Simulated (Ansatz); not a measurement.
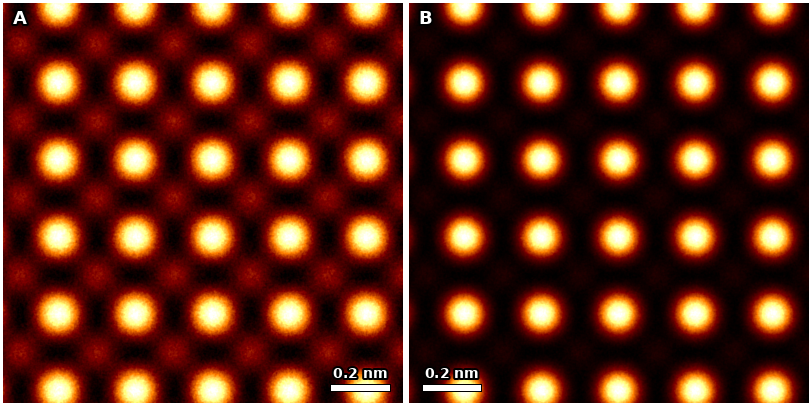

Two simulated images of the same area of GaN (Pm-3m, No. 221) along [001], with a probe of 1.09 Å. One is incoherent Z contrast (Z^1.7 per atom), the other the projected potential of neutral atoms blurred by the probe (iDPC-like, thin sample). Brightness is counted from the darkest point of the image. Shot noise was added. Atomic positions: a calculation's starting geometry; the starting structure was generated, so it need not be a known form of this composition.

Which panel is which, and how can one tell?

Answer. B is the Z-contrast image and A the potential image. The columns of 1 N per repeat reach about 5 % of the brightest peak (1 Ga) in B but about 27 % in A, mainly since the potential grows much more slowly with atomic number. The N columns show clearly in A alone.
